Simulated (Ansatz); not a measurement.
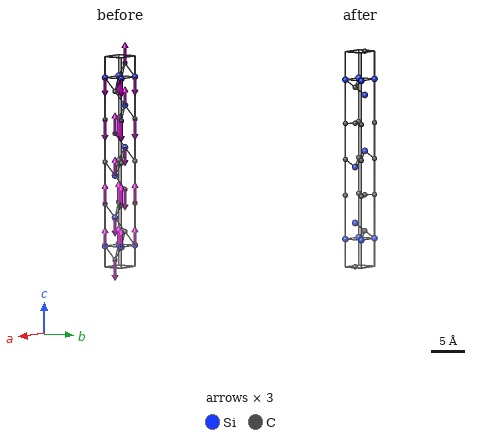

The structure of solid Si2C3 (a generated structure, set up in R-3m) (coarse preliminary run) before (left) and after (right) a relaxation, at one scale. The purple arrows give the displacements (the part carried along by the change of the cell is left out), 3 times their true length.

A ball-and-stick model of the conventional cell (3 times the calculation's cell), seen from a free direction. Lengths and directions refer to the drawn axes.

Theory: DFT PBE, scalar-relativistic, plane waves, PAW in Ansatz. Settings: plane-wave cutoff 420 eV; k-point mesh 6 × 6 × 6; occupations gaussian; smearing width 0.1 eV; no spin polarisation; cell and atoms relaxed; force threshold 0.04 eV/Å; at most 70 steps.

What changed between the two?

The largest moves relative to the cell, 1.12 Å, are those of C atoms. By element the largest moves are C 1.12 Å, Si 1.01 Å. The drawn cell changes as follows: a = b 2.690 → 2.619 Å (−2.7 %), c 32.948 → 33.708 Å (+2.3 %); the volume changes by −3.1 %. Among the contacts that change: C–Si 2.690 → 4.632 Å, Si–Si 4.660 → 2.904 Å, C–C 2.690 → 1.512 Å, C–Si 2.690 → 1.955 Å. New bonds form, among them: C–C (2.69 → 1.51 Å). The space group stays R-3m (No. 166). Over 24 accepted moves (25 points after the start) the energy falls by 2571 meV per atom. Largest force component: 0.025 eV/Å at the start, 0.011 eV/Å at the end. Pressure: −19.64 GPa at the start and −0.02 GPa at the end. The SCF was repeated once at an unchanged geometry on a basis and grid sized afresh for the cell, which shifted the energy by 0.4 meV per atom at most.
